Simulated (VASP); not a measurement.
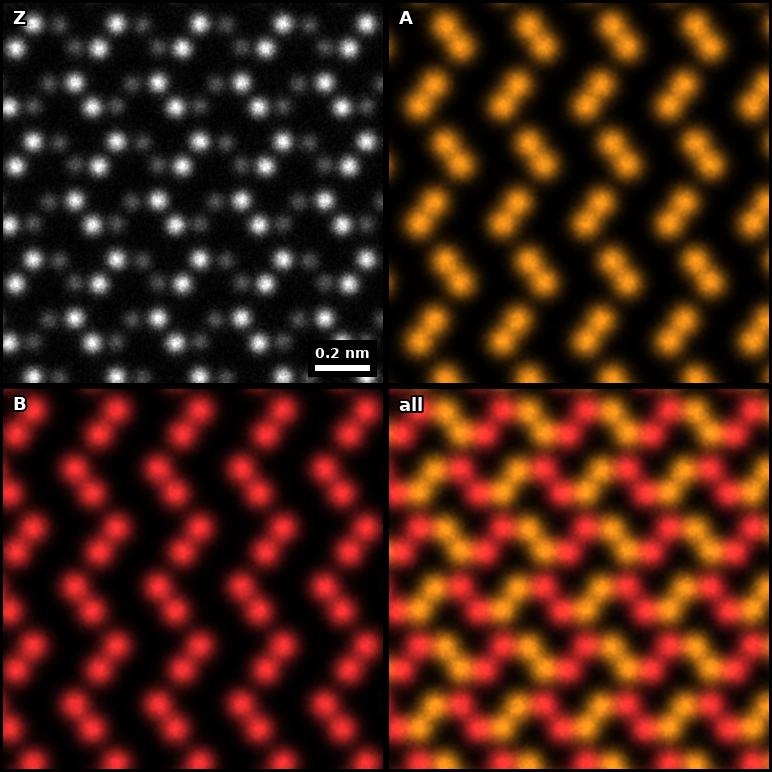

CoSi (P2_13, No. 198) along [110]. Panel Z: Simulated incoherent Z contrast: every atom adds Z^1.8 spread by a probe of 0.54 Å full width; channelling and multiple scattering are left out. The probe carries 15 % of its weight in a tail 2.5 times as wide. Shot noise was added. The other panels are simulated element maps (the number of atoms of one element along the beam, blurred by 0.9 Å, with counting noise; each on its own scale, no channelling); the last overlays them. Model: coordinates from a relaxation with VASP Kohn-Sham DFT of a periodic cell, PBE, VASP PAW PBE potentials, minimal, release 54 (VASP 6.6.1).

```cif
data_structure
_symmetry_space_group_name_H-M 'P 1'
_symmetry_Int_Tables_number 1
_cell_length_a 4.4297
_cell_length_b 4.4297
_cell_length_c 4.4297
_cell_angle_alpha 90.000
_cell_angle_beta 90.000
_cell_angle_gamma 90.000
_cell_volume 86.92
loop_
_atom_site_label
_atom_site_type_symbol
_atom_site_fract_x
_atom_site_fract_y
_atom_site_fract_z
_atom_site_occupancy
Co1 Co 0.35485 0.14515 0.85485 1
Co2 Co 0.14515 0.85485 0.35485 1
Co3 Co 0.85485 0.35485 0.14515 1
Co4 Co 0.64515 0.64515 0.64515 1
Si1 Si 0.65680 0.84320 0.15680 1
Si2 Si 0.84320 0.15680 0.65680 1
Si3 Si 0.15680 0.65680 0.84320 1
Si4 Si 0.34320 0.34320 0.34320 1
```

> Which element does each lettered map show?

A: Si, B: Co. The projected cell (3.13 × 4.43 Å, 90°) holds 8 columns: 4 of Co and 4 of Si. No column is shared by two of the mapped elements.
